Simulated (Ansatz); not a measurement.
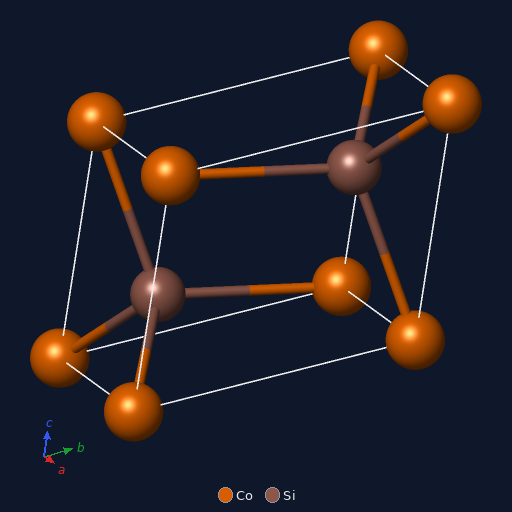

System: CoSi₂, space group Fm-3m (No. 225). The picture shows the cell.

The given structure:
```
CELL_PARAMETERS angstrom
0.00000 2.65625 2.65625
2.65625 0.00000 2.65625
2.65625 2.65625 0.00000
ATOMIC_POSITIONS crystal
Co 0.00000 0.00000 0.00000
Si 0.25000 0.25000 0.25000
Si 0.75000 0.75000 0.75000
```

Computed with Ansatz 0.2.0: homogeneous strain of a crystal along one Voigt pattern with engineering shear, fractional coordinates fixed, by plane-wave density functional theory with PAW datasets, free energies less that of the undisturbed cell; scalar-relativistic. Level: PBEsol, no spin polarisation.

- wave cutoff: 420 eV
- k mesh: 16×16×16
- occupations: Gaussian
- smearing width: 0.15 eV
- k shift: (0, 0, 0) (mesh steps)
- start: relaxed
- strain pattern: (0, 1, 0, 0, 0, 0) (xx yy zz yz xz xy with engineering shear)

Describe the result: the energy change and tensile stress summed over the strain pattern against strain. The strain takes the values −0.0600, −0.0450, −0.0300, −0.0150, 0.0000, 0.0150, 0.0300, 0.0450, 0.0525, 0.0600.

The energy rises on both sides of the starting structure, which is therefore a minimum along this path. The energy change is 43.14 meV/atom at strain −0.0600 and 32.03 meV/atom at 0.0600; the lowest computed point is at strain 0.0000 (0.00 meV/atom), and no other minimum shows. The tensile stress summed over the strain pattern rises from −20.1 GPa at strain −0.0600 to 12.8 GPa at 0.0600, and changes sign near 0.000. The slope of stress against strain at the start, which at zero pressure is the clamped-ion constant C22, is 262 GPa.

```tsv
strain	energy change (meV/atom)	tensile stress summed over the strain pattern (GPa)
-0.0600	43.14	-20.1
-0.0450	23.23	-14.1
-0.0300	9.89	-8.8
-0.0150	2.36	-4.1
0.0000	0.00	0.0
0.0150	2.24	3.7
0.0300	8.60	7.1
0.0450	18.65	10.1
0.0525	24.94	11.4
0.0600	32.03	12.8
```

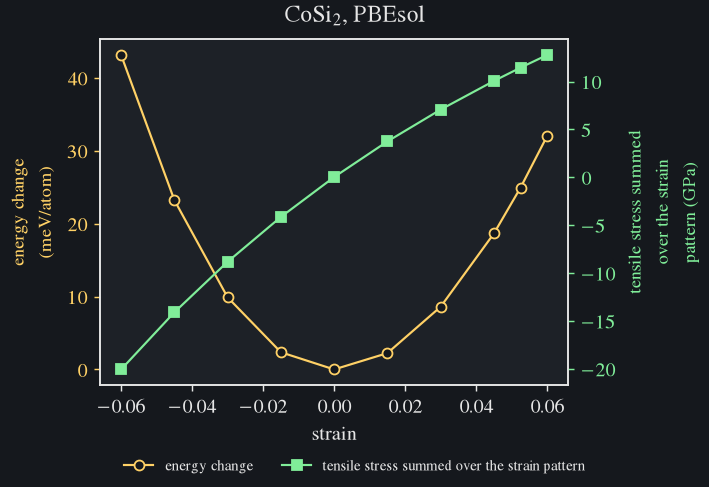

Note: no spin polarisation, a magnetic state may lie lower.
